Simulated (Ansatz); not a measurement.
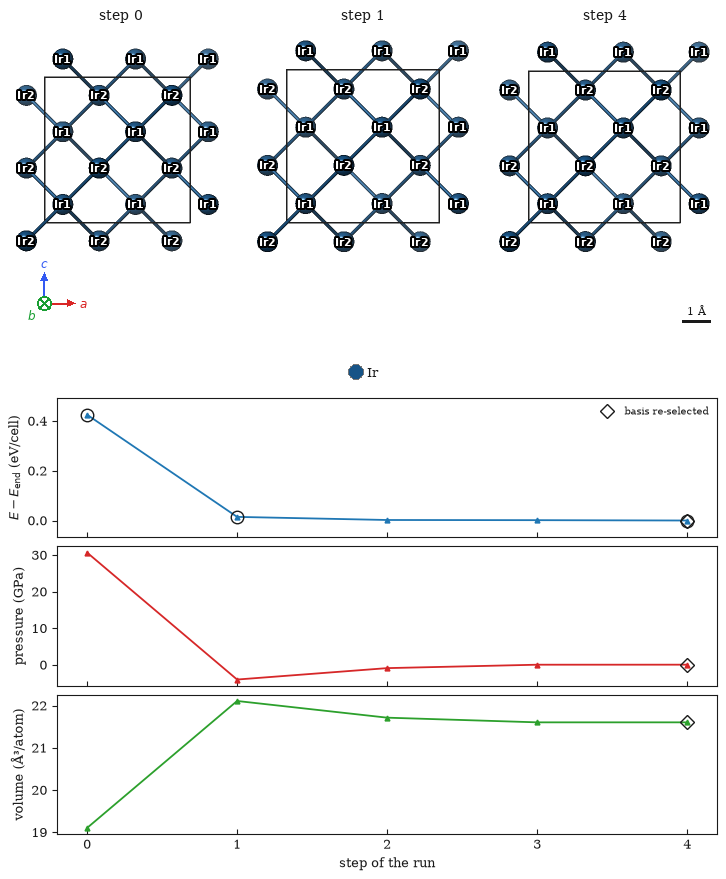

Frames of a relaxation of crystalline Ir (a generated structure, set up in Fd-3m), marked on the history of the run. Style: ball-and-stick. Shown: the conventional cell (4 times the calculation's cell), along the b axis. Lengths and directions refer to the drawn axes.

Phase: diamond.

The calculation used DFT, PBE, plane waves (420 eV) with PAW, scalar-relativistic (Ansatz 0.2.0).

The input:
```yaml
crystal:
  lattice:
    - [0.0, 2.6731374252, 2.6731374252]
    - [2.6731374252, 0.0, 2.6731374252]
    - [2.6731374252, 2.6731374252, 0.0]
  atoms:
    - { symbol: Ir, position: [0.125, 0.125, 0.125] }
    - { symbol: Ir, position: [0.875, 0.875, 0.875] }
hamiltonian:
  xc: pbe
  pseudopotentials:
    kind: paw
    azcp:
      Ir: "pseudopotentials/Ir.paw.azcp"
basis:
  ecutwfc: 420
  fft_grid_basis: typed
kpoints:
  mp_grid: { grid: [10, 10, 10], shift: [0, 0, 0] }
magnetization:
  spin_polarized: false
scf:
  occupations: { method: fermi_dirac, width: 0.1 }
relax:
  max_steps: 60
  f_tol: 0.01
  cell: {}
```

Launched with:
```bash
ansatz run input.yaml --threads 1 --pin off --max-ram 3584MiB --backend cpu --events-out ev --progress --plain --runs-dir out
```

**Describe the path.**

Over 3 accepted moves (4 points after the start) the energy falls by 0.425 eV per cell of the calculation. All forces vanish by symmetry, so only the cell relaxes. The pressure goes from 30.68 to 0.05 GPa. At 1 point the geometry stayed and the basis and grid were re-selected for the new cell (energy shift of 1.4 meV per cell of the calculation at most each time). The atoms keep their places relative to the cell (all moves are under 0.005 Å). The volume changes by +13.1 %, with a = b = c 5.346 → 5.570 Å (+4.2 %). Among the contacts that change: Ir1–Ir2 2.315 → 2.412 Å. The space group stays Fd-3m (No. 227). From step 0 to 1: volume +15.7 %, energy −0.411 eV per cell of the calculation. From step 1 to 4: volume −2.3 %, energy −14.6 meV per cell of the calculation.

```
step  E − E(0), meV/atom  pressure, GPa  volume, Å³/atom                      note
   0                0.00          30.68           19.101                          
   1             -205.34          -4.01           22.109                          
   2             -211.59          -0.89           21.714                          
   3             -211.92           0.04           21.603                          
   4             -212.62           0.05           21.603  same geometry, new basis
```
